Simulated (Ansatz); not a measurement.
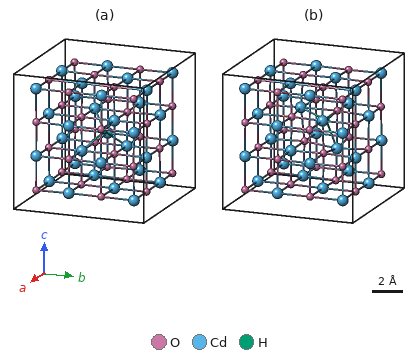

The structure of a defect cell of composition O₃₂Cd₃₂H before (left) and after (right) a relaxation, at one scale.

Style: ball-and-stick. Shown: the cell of the calculation (origin shifted), slightly off an axis.

The atoms of the start lie slightly off their symmetric places, so part of the fall in energy undoes that.

Level of theory: Ansatz, DFT, PBEsol, PAW, plane waves. Set-up: plane-wave cutoff 420 eV; k-point mesh 1 × 1 × 1; mesh shifted by (0.25, 0.25, 0.25); collinear spin; atoms relaxed in a fixed cell; force threshold 0.03 eV/Å; at most 80 steps.

> Summarise the run.

Over 9 geometry steps the energy falls by 2.360 eV per cell of the calculation. Largest force component: 0.7 eV/Å at the start, 0.025 eV/Å at the end. The H atom moves most: 1.14 Å along [−1 1 1]. Largest moves by element: H 1.14 Å, Cd 0.23 Å, O 0.11 Å. The cell doesn't change. Among the contacts that change: Cd–H 2.036 → 3.168 Å, H–O 2.018 → 0.986 Å, Cd–O 2.334 → 2.601 Å, Cd–O 2.351 → 2.615 Å. New bonds form, among them: H–O (2.02 → 0.99 Å). Bonds break, among them: Cd–H (2.04 → 3.17 Å). Among the angles between lasting bonds that change: Cd–O–Cd 89.4° → 102.7°, Cd–O–Cd 90.3° → 103.6°, Cd–O–Cd 91.5° → 102.9°. The program noted that the starting moments weren't kept. Cost: 10 s on 1 × NVIDIA GB200 with 8 threads of Arm Neoverse-V2, peak memory 2 GiB.
